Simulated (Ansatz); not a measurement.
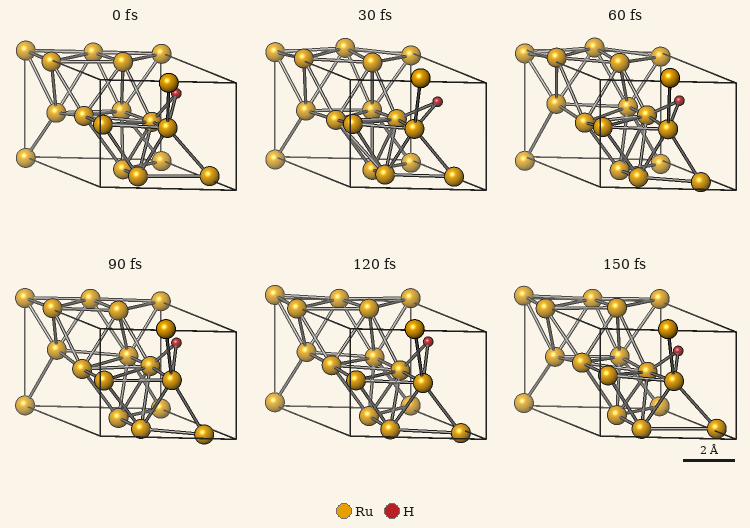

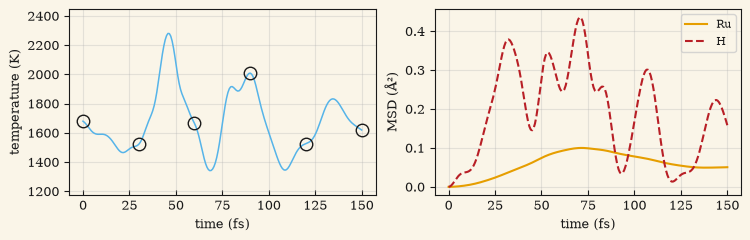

A Born-Oppenheimer molecular dynamics run of Ru with an interstitial H (13 atoms in the cell), 150 fs long. It starts from the last geometry of an earlier run, with fresh velocities. Frames and the history of the run. Style: ball-and-stick. Shown: the simulation cell, slightly off an axis. Bonds to atoms that aren't drawn are left out.

Computed with DFT PBE, scalar-relativistic, plane waves, PAW (Ansatz 0.2.0). Run with plane-wave cutoff 420 eV; k-point mesh 2 × 2 × 3; Fermi-Dirac smearing 0.05 eV; low-accuracy preset; Nosé-Hoover thermostat (NVT); set temperature 1680 K; time step 0.75 fs; thermostat time 10.0 fs.

Input file:
```yaml
accuracy: low
crystal:
  lattice:
    - [5.4, 0.0, 0.0]
    - [-4.05, 7.014806, 0.0]
    - [0.0, 0.0, 4.2768]
  atoms:
    - { symbol: Ru, position: [-0.00323999, -0.01832514, -0.00648827] }
    - { symbol: Ru, position: [0.14168128, 0.21947095, 0.52341671] }
    - { symbol: Ru, position: [-0.01296956, 0.32727438, 0.039427] }
    - { symbol: Ru, position: [0.19114955, 0.5597835, 0.5100759] }
    - { symbol: Ru, position: [0.01349963, 0.67224037, -0.02115509] }
    - { symbol: Ru, position: [0.1598439, 0.87044915, 0.45089934] }
    - { symbol: Ru, position: [0.501783, -0.00456737, -0.01261126] }
    - { symbol: Ru, position: [0.60802372, 0.20304287, 0.51215973] }
    - { symbol: Ru, position: [0.45037277, 0.31112132, 0.02544356] }
    - { symbol: Ru, position: [0.68990311, 0.55678053, 0.47079288] }
    - { symbol: Ru, position: [0.53913273, 0.66793595, -0.00714709] }
    - { symbol: Ru, position: [0.64181135, 0.87488728, 0.48199587] }
    - { symbol: H, position: [0.78273976, 0.39981306, 0.78261407] }
basis:
  ecutwfc: 420.0
kpoints:
  mp_grid: { grid: [2, 2, 3] }
hamiltonian:
  xc: pbe
scf:
  occupations: { method: fermi_dirac, width: 0.05 }
  lower_state_search: "off"
  max_iter: 80
md:
  timestep: 0.75
  n_steps: 200
  ensemble: nvt_nose_hoover
  temperature: 1680.0
  initial_velocities: maxwell_boltzmann
  seed: 623767
  nose_hoover: { tau: 10.0, chain_length: 1 }
```

Command:
```bash
ansatz run input.yaml --threads 2 --pin off --max-ram 5120MiB --backend cpu --events-out ev --progress --plain --runs-dir out
```

**What happens in this trajectory?**

The mean temperature in the second half is 1686 K (standard deviation 186 K). The potential energy is still drifting at the end, so the run hasn't reached equilibrium. The potential energy in the second half lies on average 45.8 meV per atom above the first frame. Root-mean-square distances from the starting positions over the second half, with the common drift of all atoms taken out: H 0.39 Å, Ru 0.26 Å. The run lasts only 150 fs, too short to tell vibration from diffusion. The conserved quantity stays between −0.044 and 0.17 meV per atom of its start. A straight-line fit has a slope that amounts to −0.047 meV per atom over 150 fs (under 0.1 % of the mean kinetic energy), and the ripple about it is 0.1 % of the kinetic energy's fluctuation. With a drift under 2 % and a ripple under 7 %, the integration is accurate. The thermostat's time constant is so short that it disturbs the motion.

Limits of the set-up: the k-point mesh is coarse for a cell with partly filled bands; the program's low-accuracy preset was used; the periodic images lie only 4.3 Å apart, so the values are limited by the cell's size.

Cost: 12 min on 2 threads of Arm Neoverse V2, on a shared host, peak memory 0.61 GiB.
